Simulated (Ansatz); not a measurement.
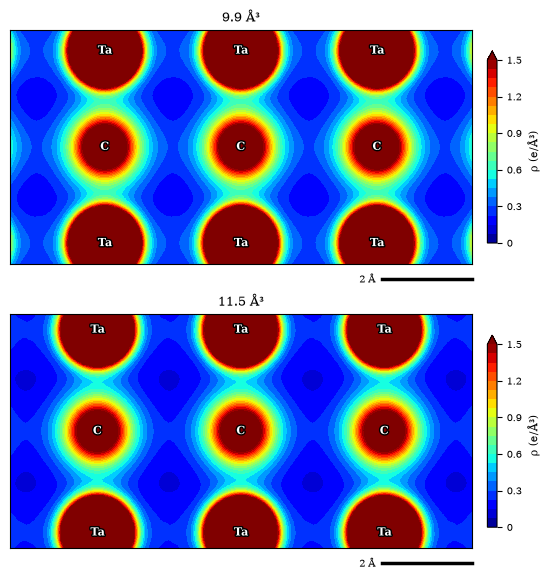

TaC. The valence electron density of cells scaled evenly to different volumes (given per atom above each panel), on the (11̄0) plane of each (indices in the axes of the cell below), at one length scale and on one colour scale.

Computed without spin polarisation.

Computed with DFT PBE, scalar-relativistic, plane waves, PAW (Ansatz 0.2.0).

The largest cell:

```yaml
crystal:
  lattice:
    - [0.00000, 2.25976, 2.25976]
    - [2.25976, 0.00000, 2.25976]
    - [2.25976, 2.25976, 0.00000]
  atoms:
    - { symbol: Ta, position: [0.00000, 0.00000, 0.00000] }
    - { symbol: C, position: [0.50000, 0.50000, 0.50000] }
```

| volume (Å³/atom) | Ta–C contact in the plane (Å) | ρ at its midpoint (e/Å³) | pressure (GPa) | 
| --- | --- | --- | --- |
| 9.86 | 2.144 | 0.671 | 54.2 | 
| 10.53 | 2.192 | ? | ? | 
| 11.54 | 2.260 | 0.536 | −9.0 | 

Estimate the missing row, and compare with the calculation.

Over the known rows ln ρ falls by 1.94 per Å of Ta–C distance (the line through the two), which gives 0.611 e/Å³ at 2.192 Å; the calculation gives 0.610 e/Å³. For the pressure, a straight line in volume between the neighbouring rows gives 29.0 GPa; the calculation gives 22.9, lower because pressure rises ever faster on compression.
